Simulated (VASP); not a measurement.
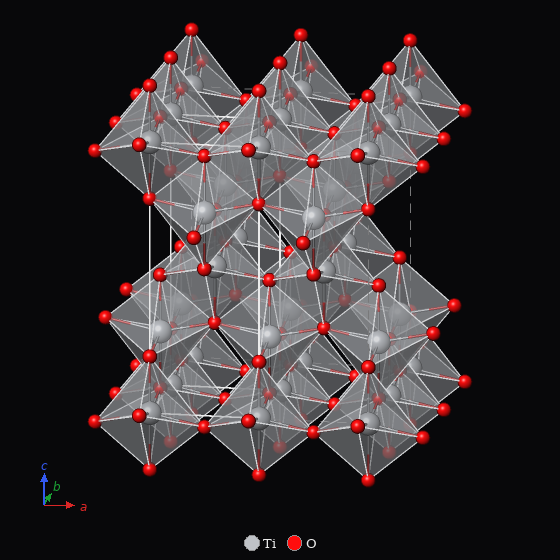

Polyhedra are drawn about Ti (bonds: O–Ti below 2.2 Å); other atoms are plain spheres.

The compound is TiO2 (space group I4_1/amd, No. 141), taken as the geometry relaxed with VASP Kohn-Sham DFT of a periodic cell, rev-vdW-DF2, VASP PAW PBE potentials, recommended in VASP.

Sharing among the drawn polyhedra:

```csv
site,polyhedron,corner-sharing neighbours,edge-sharing,face-sharing,bond (Å)
Ti,TiO6 octahedron,4,4,0,1.94–1.99
```

They form a three-dimensional framework of corner- and edge-sharing octahedra.
